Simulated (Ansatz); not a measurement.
Band-structure calculation of Mg₂ZnO₃ (part 2 of 2)

Continued. System: Mg₂ZnO₃ (I-4m2, 6 atoms in the cell). Method: DFT HSE06, scalar-relativistic, plane waves, PAW, no spin polarisation (Ansatz 0.2.0); cutoff 420 eV, 8×8×8 k-mesh, Gaussian smearing of 0.02 eV. The structure was made by a generator, so it may or may not be a known phase.

Geometry of the input (Å; fractional positions):
```
-1.6372  1.6372  6.8577
1.6372  -1.6372  6.8577
1.6372  1.6372  -6.8577
Mg 0.6663  0.6663  -0.0000
Mg 0.3337  0.3337  0.0000
Zn 0.0000  0.0000  0.0000
O  0.5845  0.0845  0.5000
O  0.2500  0.7500  0.5000
O  0.9155  0.4155  0.5000
```

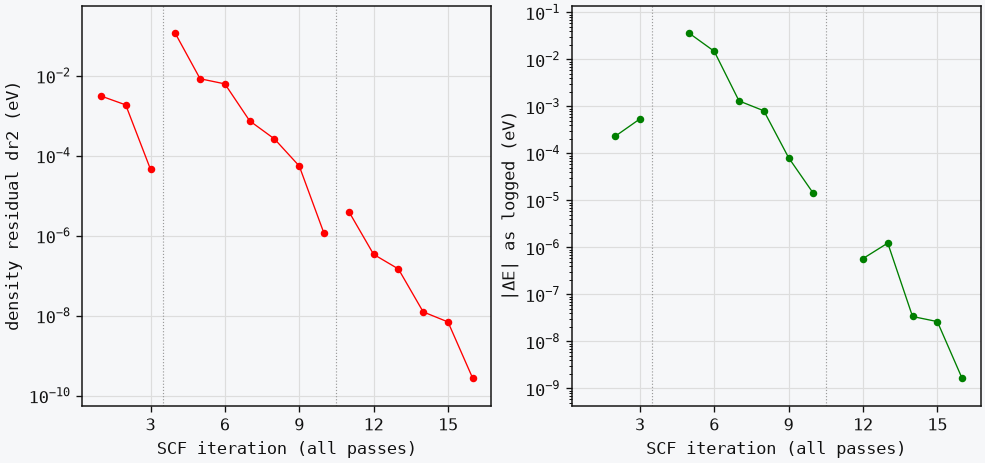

**Figure 1.** Convergence of the self-consistent field: density residual dr2 and size of the energy change against the SCF iteration. The run starts with a semilocal functional; after that each stretch between dotted lines is one SCF of the hybrid functional between two exact rebuilds of the exchange operator by the outer loop. Early passes are stopped at a loose threshold. The passes take 3, 7 and 6 iterations.

```
hybrid outer 2: dexx = +1.220e-6 eV, tail = 3.52e-8 eV, Δε = 4.75e-3 eV (about 1.30e-4 eV left of the loop's levels), ΔF = 2.29e-3 eV/Å (tail 6.24e-4)
NSCF: frozen V_eff on 40 k-points
hybrid SCF converged: 2 outer / 13 inner (+3 warm-up), last move |dexx| = 1.22e-6 eV, tail = 3.52e-8 eV
Stability not checked: this state was not tested for a lower state beside it, because the functional holds exact exchange (a hybrid, or Hartree-Fock), whose exchange loop this test does not read (fock_operator; see scf.lower_state_search)
Free energy (F): -8874.877081 eV
Frozen-core exchange: fock
Harris-Foulkes:  -8874.877081 eV  (|F-HF|=5.82e-11)
Internal energy: -8874.877081 eV  (E = F + TS)
E sigma→0 (E₀):  -8874.877081 eV
Fermi energy:    6.097482 eV
--- Per-component energies (eV) ---
  E_band       = -786.116150
  E_kinetic    = 814.976194
  E_local      = -5821.765201  (includes V_loc(G=0)·N_el)
  E_nonlocal   = 952.787261
  E_hartree    = 2194.509983
  E_xc         = -335.038421
  E_vxc        = -328.464672  (∫ρ·V_xc dr)
  E_exx        = -203.748283  (= α·E_x^exact, valence–valence)
  E_paw        = -2772.731295  (= ΣΔE_a)
  E_vpaw       = -385.179884  (= ΣTr[D̂ρ^β])
  E_aug_tail   = 0.006990  (compensation charges beyond the density's cutoff)
  E_ewald      = -3704.365234
  E_core_change = 0.490925  (= ΣΔE_core)
  E_smearing   = -0.000000  (= −TS)
  E_closure    = 0.000000  (closes the sum)
  Σ components = -8874.877081   (vs F -8874.877081, Δ=0.00e0)
--- Forces (eV/Å), atoms counted from 1 ---
  atom   1  Mg     0.00000000     0.00000000     0.03057550
  atom   2  Mg     0.00000000     0.00000000    -0.03057550
  atom   3  Zn     0.00000000     0.00000000     0.00000000
  atom   4  O      0.00000000     0.00000000    -0.05945606
  atom   5  O     -0.00000000     0.00000000    -0.00000000
  atom   6  O      0.00000000     0.00000000     0.05945606
  max |Σ_I F_I| component: 6.94e-18 eV/Å
--- Stress (GPa, compression-positive) ---
       -3.949599       0.000000       0.000000
        0.000000      -3.949599       0.000000
        0.000000       0.000000      -3.767258
  P = ⅓ Tr σ = -3.8888 GPa (-38.888 kbar)
--- Band table (eV; the first three rows and the last of 59) ---
  k-point 0: bands = ["-72.4199", "-72.4180", "-37.3414", "-37.3223", "-37.3220", "-37.3220", "-37.3132", "-37.3132", "-14.0150", "-13.4439", "-13.1190", "-1.5663", "-1.5340", "-1.5340", "-1.3874", "-0.8093", "1.2062", "1.7812", "2.6187", "2.6187", "3.1160", "3.1160", "4.0197", "4.1438", "4.1438", "8.0511", "11.6349", "11.6893", "17.2180", "17.4362", "17.7476"]
  k-point 1: bands = ["-72.4195", "-72.4179", "-37.3402", "-37.3275", "-37.3250", "-37.3194", "-37.3166", "-37.3150", "-13.8962", "-13.4096", "-13.0781", "-1.5494", "-1.5493", "-1.3991", "-1.2886", "-0.8829", "1.0367", "1.5207", "2.4315", "2.7192", "2.9144", "2.9375", "3.6722", "3.8438", "3.8834", "9.1306", "12.2806", "12.4005", "16.7525", "16.9662", "17.3953"]
  k-point 2: bands = ["-72.4185", "-72.4176", "-37.3384", "-37.3325", "-37.3324", "-37.3237", "-37.3218", "-37.3182", "-13.6101", "-13.3310", "-12.9785", "-1.5310", "-1.4394", "-1.1762", "-1.1100", "-0.9781", "0.8211", "1.2173", "1.9878", "2.1261", "2.1958", "3.0418", "3.3519", "3.4446", "3.4945", "10.8914", "13.4038", "13.8136", "15.5479", "15.7269", "16.9360"]
  k-point 58: bands = ["-72.4199", "-72.4180", "-37.3413", "-37.3225", "-37.3220", "-37.3220", "-37.3132", "-37.3132", "-13.8936", "-13.6730", "-13.0117", "-1.5329", "-1.5329", "-1.5270", "-1.4080", "-0.8093", "1.0683", "2.2947", "2.5257", "2.5257", "3.2808", "3.2808", "3.3025", "4.0700", "4.0700", "9.4963", "10.1295", "11.5504", "16.9346", "17.9593", "19.8244"]
--- Löwdin populations: 6 sites ---
  site symbol       q [e]
     0     Mg      8.4366
     1     Mg      8.4366
     2     Zn     10.5507
     3      O      7.3584
     4      O      7.4211
     5      O      7.3584
  spilling = 0.008763 (of n_electrons = 50.000000)
```

File populations.tsv
```
# site	symbol	l	j	q
# orbitals = lowdin
# n_electrons = 50.000000
# spilling = 0.008763
0	Mg	0_2S	-	1.997266
0	Mg	0_3S	-	0.439585
0	Mg	1_2P	-	5.999749
1	Mg	0_2S	-	1.997266
1	Mg	0_3S	-	0.439585
1	Mg	1_2P	-	5.999749
2	Zn	0_4S	-	0.568235
2	Zn	2_3D	-	9.982426
3	O	0_2S	-	1.859707
3	O	1_2P	-	5.498724
4	O	0_2S	-	1.851543
4	O	1_2P	-	5.569606
5	O	0_2S	-	1.859707
5	O	1_2P	-	5.498724
```

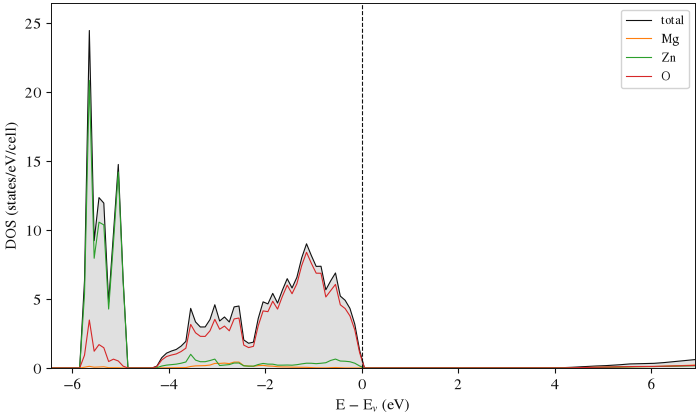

**Figure 2.** Density of states (projected on Löwdin-orthogonalised atomic shells), with energies from the valence-band top. There is a gap of 3.91 eV on the k-point mesh.

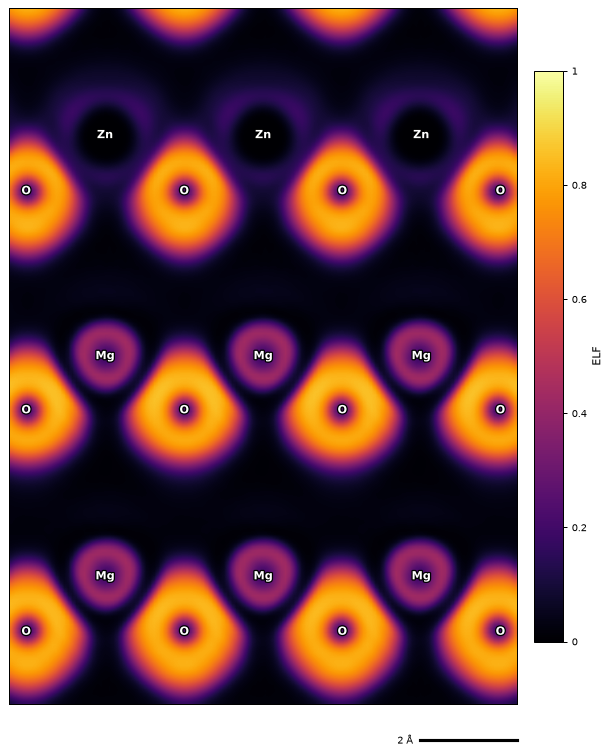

**Figure 3.** Electron localisation function on the (010) plane of the conventional cell. Atoms in the plane: Mg, Zn and O. Mg–O (1.98 Å): the ELF is about 0.35 at the midpoint. Zn–O (2.01 Å): the ELF is about 0.25 at the midpoint. The fields are those of the smooth PAW valence density.

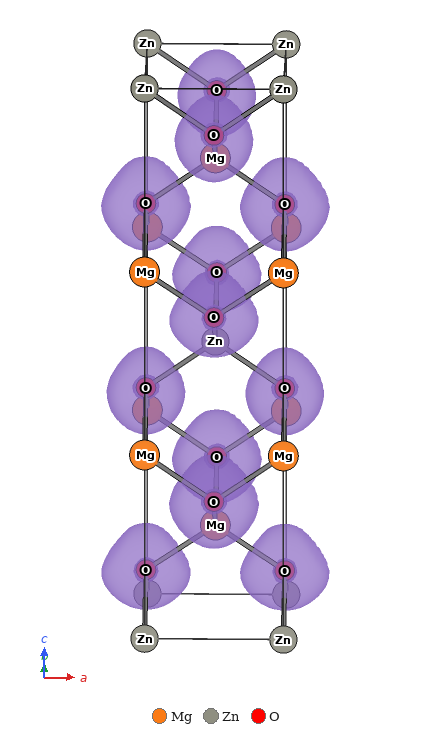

**Figure 4.** Isosurface of the ELF at 0.6 (purple), seen at an oblique angle. Core shells and regions of very low density are left out. Sticks mark near contacts. The outline is the cell set on symmetry axes. Profiles from the grid: Mg–O (1.98 Å): the ELF is about 0.35 at the midpoint. Zn–O (2.01 Å): the ELF is about 0.25 at the midpoint.

Summary

```tsv
quantity	value
outcome	converged
space group (tolerance 0.01 Å)	I-4m2 (119)
electrons treated	50
free energy	−8874.8771 eV
Fermi energy	6.097 eV
gap on the k-point mesh	3.91 eV
gap on the band path	3.91 eV
pressure	−3.89 GPa
largest force (length of the vector)	0.059 eV/Å
hardware	4 threads of Intel Xeon (Sapphire Rapids), 64 GiB of memory available, shared host
wall time	15 min (CPU time 52 min)
peak memory	7.3 GiB
```

Remarks

The program warns: the exchange loop's threshold is looser than advised for the stress; the SCF threshold is looser than advised for the printed stress.
